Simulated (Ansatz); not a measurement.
# Run report: LiNbO3, band-structure calculation

- system: LiNbO3 (R3c, 10 atoms in the cell)
- method: DFT PBE, scalar-relativistic, plane waves, PAW, no spin polarisation (Ansatz 0.2.0)

The structure derives from an entry of the Crystallography Open Database. Figures and captions count atoms from 1; the log counts them from 0 in places.

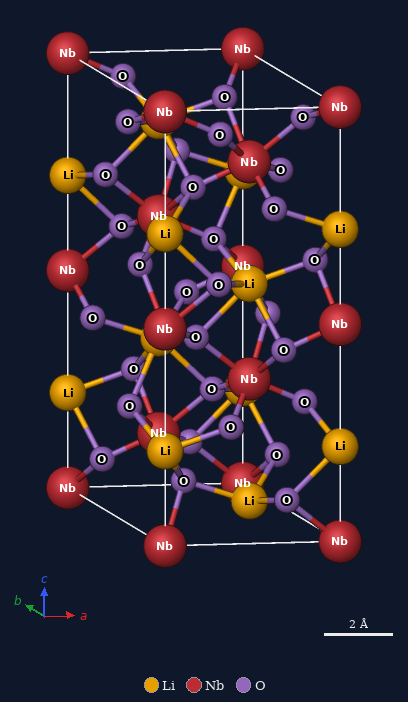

**Figure 1.** The input geometry (ball-and-stick view of the cell 3 times as large as that of the calculation, set on its symmetry axes, seen at an oblique angle). An atom can appear more than once, as a periodic image.

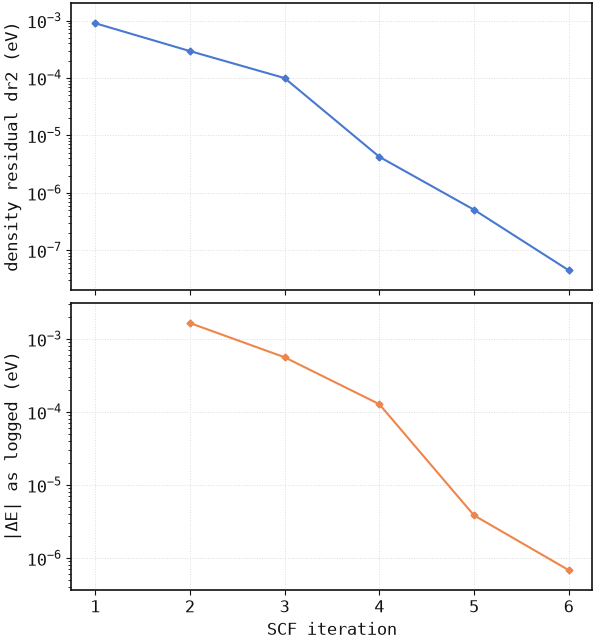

**Figure 2.** Convergence of the self-consistent field: density residual dr2 and size of the energy change against the SCF iteration. The residual falls at every step.

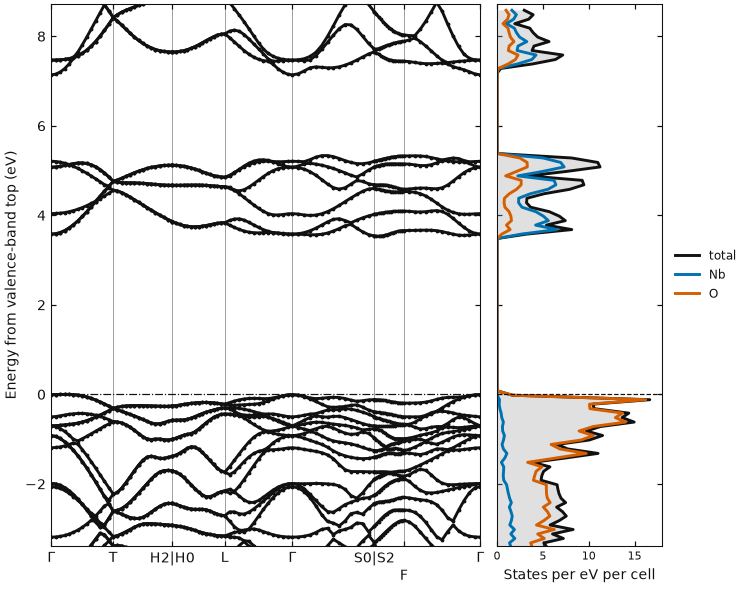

**Figure 3.** Band structure along Γ–T–H2|H0–L–Γ–S0|S2–F–Γ and density of states (projected on Löwdin-orthogonalised atomic shells), with energies from the valence-band top. There is a gap of 3.54 eV on this path.

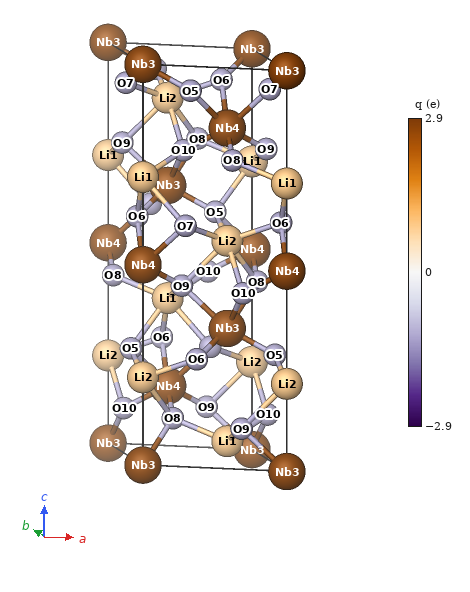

**Figure 4.** Bader charges, as the colour of each atom (ball-and-stick view of the cell 3 times as large as that of the calculation, set on its symmetry axes, seen slightly off an axis; atoms are numbered from 1 in the order of the input). By element: Li +0.90, Nb +2.74 and O −1.21 e.

The input that produced these results follows, with the program's output.

Input:
```yaml
crystal:
  lattice:
    - [2.5947506763, 1.4980800015, 4.6714899573]
    - [-2.5947506763, 1.4980800015, 4.6714899573]
    - [0.0, -2.9961600029, 4.6714899573]
  atoms:
    - { symbol: Li, position: [0.2816011486, 0.2816011486, 0.2816011486] }
    - { symbol: Li, position: [0.7816011486, 0.7816011486, 0.7816011486] }
    - { symbol: Nb, position: [0.0004547331, 0.0004547331, 0.0004547331] }
    - { symbol: Nb, position: [0.5004547331, 0.5004547331, 0.5004547331] }
    - { symbol: O, position: [0.110444053, 0.3581696854, 0.7211453799] }
    - { symbol: O, position: [0.7211453799, 0.110444053, 0.3581696854] }
    - { symbol: O, position: [0.3581696854, 0.7211453799, 0.110444053] }
    - { symbol: O, position: [0.2211453799, 0.8581696854, 0.610444053] }
    - { symbol: O, position: [0.8581696854, 0.610444053, 0.2211453799] }
    - { symbol: O, position: [0.610444053, 0.2211453799, 0.8581696854] }
basis:
  ecutwfc: 420
kpoints:
  mp_grid: { grid: [6, 6, 6] }
  band_path:
    path:
      - [[0.0, 0.0, 0.0], [-0.5, -0.5, -0.5], [-0.5, -0.23522621, -0.76477379]]
      - [[-0.23522621, 0.23522621, -0.5], [0.0, 0.0, -0.5], [0.0, 0.0, 0.0], [0.0, 0.3676131, -0.3676131]]
      - [[-0.3676131, 0.0, -0.6323869], [-0.5, 0.0, -0.5], [0.0, 0.0, 0.0]]
    npoints: 14
hamiltonian:
  xc: pbe
scf:
  occupations: { method: gaussian, width: 0.02 }
  n_extra_bands: 25
output:
  forces: true
  stress: true
  eigenvalues: true
  populations: true
  dos: { projected: true, de: 0.02, nscf_kmesh: { grid: [9, 9, 9] } }
  bader: true
```

Launch command:
```bash
ansatz run input.yaml --threads 2 --pin off --max-ram 5120MiB --backend cpu --events-out ev --progress --plain --runs-dir out
```

Output:
```
scf.n_extra_bands = 25 over 34 filled bands (N_el = 68.0): the run solves 59 bands
Engine: ansatz 0.2.0, x86_64-unknown-linux-gnu
Pseudopotentials: kind: paw
Pseudopotential: Li, paw, valence charge 3, recommended cutoff 420 eV (normal), Li.paw.azcp
Pseudopotential: Nb, paw, valence charge 13, recommended cutoff 420 eV (normal), Nb.paw.azcp
Pseudopotential: O, paw, valence charge 6, recommended cutoff 420 eV (normal), O.paw.azcp
Functional definition: PBE
  parameter kappa = 0.804
  parameter beta = 0.06672455060314922
  exchange = pbe_x(kappa = kappa, mu = beta*pi^2/3)
  correlation = pbe_c(beta = beta)
Crystal: 10 atoms, lattice volume = 108.953 Å³
Basis set: ecut = 420 eV, 2139 PW (Γ), exchange–correlation on 80×80×80 points (8 copies of the dense FFT grid, shifted against one another)
Bands: 59, of which v1, the nominal top of the filled ones, is band 34 counted from 1 (33 counted from 0)
Symmetry: 6 space group operations
Space group: R3c (ITA 161), of the structure as read, at distance tolerance 4.8e-5 Å
k-points: 32 of 216 (time reversal used)
Non-local potential: Li, projectors of the file, l = 0: 3, l = 1: 2, l = 2: 1
Non-local potential: Nb, projectors of the file, l = 0: 3, l = 1: 2, l = 2: 2, l = 3: 1
Non-local potential: O, projectors of the file, l = 0: 2, l = 1: 2, l = 2: 1
PAW form: soft (Blöchl's): semilocal exchange-correlation on the pseudo side does not see the compensation charge
PAW one-centre angular grid: Li, 110 points (default); XC on 64 Gauss nodes
PAW one-centre angular grid: Nb, 590 points (default); XC on 64 Gauss nodes
PAW one-centre angular grid: O, 110 points (default); XC on 64 Gauss nodes
Initial density: superposition of atomic densities (neutral atoms: chi_scale 0, normalization atom), corrected by the library's trained network
Initial wavefunctions: pseudopotential atomic-orbital guess
Functional: x = pbe(κ = 0.804, μ = 0.2195149727645171), c = pbe(β = 0.06672455060314922)
SCF iter   1: F=—  HF=-12929.478644 eV  |F-HF|=—  |Δ(HF+E_count)|=         —  Δρ=1.55e-3  dr2=8.98e-4  ethr=1.77e-3  ⟨swp⟩=6.0  Hψ=8511  notcnv=0  defer=108
preconditioner: auto → Resta (q_TF=auto, 2.522 Å⁻¹)  ε∞=3.3  [insulator: Δε(μ)=3.563 eV  Ē_g=16.381 eV  σ=0.020 eV  W_gap=1.00  n_scr=26 (ndim 8)  ℏωp=24.6 eV  f_vac=0.020  D(μ)=0.00/eV (n_scr^D=0)  ε∞_Penn≈3.3]
SCF iter   2: F=—  HF=-12929.480297 eV  |F-HF|=—  |Δ(HF+E_count)|=   1.65e-3  Δρ=8.58e-4  dr2=2.94e-4  ethr=1.32e-6  ⟨swp⟩=2.0  Hψ=2819  notcnv=0  defer=548
SCF iter   3: F=—  HF=-12929.480858 eV  |F-HF|=—  |Δ(HF+E_count)|=   5.61e-4  Δρ=4.20e-4  dr2=9.97e-5  ethr=4.32e-7  ⟨swp⟩=2.0  Hψ=1871  notcnv=0  defer=548
SCF iter   4: F=—  HF=-12929.480986 eV  |F-HF|=—  |Δ(HF+E_count)|=   1.28e-4  Δρ=6.32e-5  dr2=4.25e-6  ethr=1.47e-7  ⟨swp⟩=2.0  Hψ=1906  notcnv=0  defer=548
SCF iter   5: F=—  HF=-12929.480989 eV  |F-HF|=—  |Δ(HF+E_count)|=   3.85e-6  Δρ=1.95e-5  dr2=5.09e-7  ethr=6.25e-9  ⟨swp⟩=2.0  Hψ=1862  notcnv=0  defer=548
SCF iter   6: F=-12929.480990 eV  HF=-12929.480990 eV  |F-HF|=3.35e-8  |Δ(HF+E_count)|=   6.85e-7  Δρ=6.41e-6  dr2=4.49e-8  ethr=1.47e-10  ⟨swp⟩=10.4  Hψ=9731  notcnv=0
SCF 1 converged in 6 iterations: F = -12929.480990 eV  dr2 = 4.49e-8
  greatest PAW one-centre occupation: 1.000 electrons in one spin orbital (limit 2), on the Li atom at site 1 (counted from 0), in its partial waves of l = 0
NSCF: frozen V_eff on 101 k-points
NSCF: frozen V_eff on 85 k-points
SCF converged after 6 iterations
Free energy (F): -12929.480990 eV
Harris-Foulkes:  -12929.480990 eV  (|F-HF|=3.35e-8)
Internal energy: -12929.480990 eV  (E = F + TS)
E sigma→0 (E₀):  -12929.480990 eV
Fermi energy:    8.715770 eV
--- Per-component energies (eV) ---
  E_band       = -543.908341
  E_kinetic    = 1882.979706
  E_local      = -4345.224732  (includes V_loc(G=0)·N_el)
  E_nonlocal   = 450.078279
  E_hartree    = 1469.548280
  E_xc         = -817.016974
  E_vxc        = -1020.370968  (∫ρ·V_xc dr)
  E_paw        = -7133.728443  (= ΣΔE_a)
  E_vpaw       = -450.478063  (= ΣTr[D̂ρ^β])
  E_aug_tail   = 0.014749  (compensation charges beyond the density's cutoff)
  E_ewald      = -4436.131855
  E_smearing   = -0.000000  (= −TS)
  E_closure    = 0.000000  (closes the sum)
  Σ components = -12929.480990   (vs F -12929.480990, Δ=0.00e0)
--- Forces (eV/Å), atoms counted from 1 ---
  atom   1  Li     0.00000000     0.00000000     0.00155445
  atom   2  Li     0.00000000     0.00000000     0.00155445
  atom   3  Nb     0.00000000     0.00000000     0.00183097
  atom   4  Nb    -0.00000000     0.00000000     0.00183097
  atom   5  O      0.00288799    -0.00131230    -0.00111340
  atom   6  O     -0.00030751     0.00315723    -0.00111340
  atom   7  O     -0.00258049    -0.00184493    -0.00111340
  atom   8  O      0.00258049    -0.00184493    -0.00111340
  atom   9  O     -0.00288799    -0.00131230    -0.00111340
  atom  10  O      0.00030751     0.00315723    -0.00111340
  max |Σ_I F_I| component: 9.04e-5 eV/Å
--- Stress (GPa, compression-positive) ---
       -0.008957       0.000000       0.000000
        0.000000      -0.008957       0.000000
        0.000000       0.000000      -0.004861
  P = ⅓ Tr σ = -0.0076 GPa (-0.076 kbar)
--- Band table (eV; the first three rows and the last of 32) ---
  k-point 0: bands = ["-47.2505", "-47.2374", "-35.7128", "-35.7106", "-23.5476", "-23.5476", "-23.4657", "-23.4053", "-23.4053", "-23.2977", "-9.9304", "-9.2745", "-9.2745", "-8.4571", "-8.2544", "-8.2544", "2.6379", "2.6379", "2.8211", "2.9017", "2.9017", "3.7454", "4.8727", "4.9431", "4.9431", "5.7428", "6.0122", "6.0122", "6.2299", "6.2313", "6.2313", "6.4328", "6.9278", "6.9278", "10.5143", "10.5143", "10.9729", "12.0096", "12.0096", "12.1413", "14.0730", "14.4019", "14.4019", "16.6551", "16.6551", "17.2773", "19.6618", "19.8860", "19.8860", "20.0345", "20.5433", "20.5433", "21.4395", "21.6463", "21.6463", "23.4584", "23.4584", "23.9040", "24.4479"]
  k-point 1: bands = ["-47.2496", "-47.2383", "-35.7127", "-35.7107", "-23.5396", "-23.5385", "-23.4542", "-23.4162", "-23.4153", "-23.3089", "-9.8275", "-9.2194", "-9.2173", "-8.5246", "-8.3545", "-8.3338", "2.5641", "2.6599", "2.9809", "3.1205", "3.1706", "3.8196", "4.5486", "4.6743", "4.7457", "5.6963", "5.7861", "6.0870", "6.1129", "6.4133", "6.4169", "6.4984", "6.8012", "6.8447", "10.5509", "10.5666", "10.9614", "11.8943", "12.1409", "12.1527", "14.3757", "14.3861", "14.5260", "16.5603", "16.6021", "17.5459", "19.0441", "19.3704", "20.0580", "20.2151", "20.2739", "20.4681", "21.4782", "22.0079", "22.2823", "23.2777", "23.6376", "24.3733", "24.5534"]
  k-point 2: bands = ["-47.2472", "-47.2407", "-35.7123", "-35.7112", "-23.5166", "-23.5135", "-23.4451", "-23.4424", "-23.4231", "-23.3394", "-9.5447", "-9.0726", "-9.0599", "-8.7380", "-8.5879", "-8.5376", "2.6852", "2.8540", "3.2299", "3.5766", "3.6740", "3.8902", "3.9181", "4.2846", "4.5353", "5.1357", "5.5049", "5.8318", "6.3592", "6.4352", "6.4679", "6.5876", "6.7070", "6.8401", "10.5655", "10.7962", "11.2765", "11.5431", "12.0530", "12.0799", "14.5597", "14.9093", "15.1560", "16.3595", "16.3958", "17.8103", "18.3877", "18.7496", "19.4203", "20.0017", "20.6300", "20.6997", "21.8121", "22.6596", "23.0644", "23.2900", "23.8565", "23.9374", "24.8684"]
  k-point 31: bands = ["-47.2440", "-47.2440", "-35.7117", "-35.7117", "-23.4776", "-23.4776", "-23.4776", "-23.4776", "-23.3843", "-23.3843", "-9.2319", "-9.2319", "-8.7892", "-8.7892", "-8.7892", "-8.7892", "3.5459", "3.5459", "3.5459", "3.5459", "3.7591", "3.7591", "4.3258", "4.3258", "4.3258", "4.3258", "4.7075", "4.7075", "6.3256", "6.3256", "6.6211", "6.6211", "6.6211", "6.6211", "11.4914", "11.4914", "11.6932", "11.6932", "11.6932", "11.6932", "15.3520", "15.3520", "15.3520", "15.3520", "15.9682", "15.9682", "20.0525", "20.0525", "20.0525", "20.0525", "20.2830", "20.2830", "22.7516", "22.7516", "23.1925", "23.1925", "23.1925", "23.1925", "24.7133"]
--- Löwdin populations: 10 sites ---
  site symbol       q [e]
     0     Li      2.2641
     1     Li      2.2641
     2     Nb     11.4772
     3     Nb     11.4772
     4      O      6.6907
     5      O      6.6907
     6      O      6.6907
     7      O      6.6907
     8      O      6.6907
     9      O      6.6907
  spilling = 0.005490 (of n_electrons = 68.000000)
--- Bader charges: 10 sites ---
  site symbol  charge [e]  shift [e]
     0     Li      0.8994     0.0006
     1     Li      0.8994     0.0006
     2     Nb      2.7432     0.0054
     3     Nb      2.7431     0.0054
     4      O     -1.2142     0.0020
     5      O     -1.2142     0.0020
     6      O     -1.2142     0.0020
     7      O     -1.2142     0.0020
     8      O     -1.2142     0.0020
     9      O     -1.2142     0.0020
  estimated error of the sums over rays = 2.9e-4 e
```

File bader_charges.tsv:
```
# site	symbol	x_ang	y_ang	z_ang	partial_charge_e	electrons	volume_ang3	relative_density_drop	shared_charge_e	partial_wave_shift_e
# quadrature_error_electrons = 2.9e-4
0	Li	0.0000	0.0000	3.9465	0.89937	2.10063	3.24	-	0.89937	0.00064
1	Li	0.0000	0.0000	10.9537	0.89937	2.10063	3.24	-	0.89937	0.00064
2	Nb	0.0000	0.0000	0.0064	2.74316	38.25684	9.53	-	2.74316	0.00536
3	Nb	0.0000	0.0000	7.0136	2.74314	38.25686	9.52	-	2.74314	0.00536
4	O	-0.6428	-1.4586	5.5579	-1.21418	9.21418	13.90	-	-1.21418	0.00200
5	O	1.5846	0.1727	5.5579	-1.21416	9.21416	13.90	-	-1.21416	0.00200
6	O	-0.9418	1.2860	5.5579	-1.21417	9.21417	13.90	-	-1.21417	0.00200
7	O	-1.6529	-0.2121	7.8937	-1.21417	9.21417	13.90	-	-1.21417	0.00200
8	O	0.6428	1.5375	7.8937	-1.21418	9.21418	13.90	-	-1.21418	0.00200
9	O	1.0101	-1.3254	7.8937	-1.21418	9.21418	13.90	-	-1.21418	0.00200
```

Summary:

```tsv
quantity	value
outcome	converged
space group (tolerance 0.01 Å)	R3c (161)
electrons treated	68
free energy	−12929.4810 eV
Fermi energy	8.716 eV
gap on the k-point mesh	3.57 eV
gap on the band path	3.53 eV
pressure	−0.01 GPa
largest force (length of the vector)	0.003 eV/Å
hardware	2 threads of Intel Xeon @ 2.50GHz (Skylake/Cascade Lake), 189 GiB of memory available, shared host
wall time	2.7 min (CPU time 5.4 min)
peak memory	0.68 GiB
```
